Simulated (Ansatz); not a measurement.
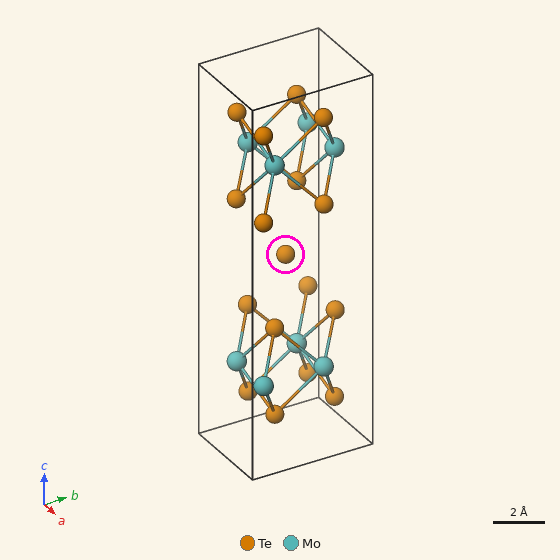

Crystal structure, ball-and-stick style, seen slightly off an axis. The parallelepiped is the supercell. The host is Te₂Mo, in a cell of 24 sites, and the cell carries a charge of -1. A ring marks the defect's site.

### Which defect is modelled here, and what are its neighbours?

An interstitial tellurium atom. It is bonded to no bonds drawn.

Theory: DFT PBE, scalar-relativistic, plane waves, PAW (Ansatz). Numerical settings: a plane-wave cutoff of 420 eV, the zone sampled with 2×2×2 points, Gaussian smearing of 0.01 eV, collinear spins.

### Is the defect magnetic?

Yes, 0.5 μB in the cell.

The atoms were relaxed in the host's cell with Ansatz, DFT PBE, scalar-relativistic, plane waves, PAW.
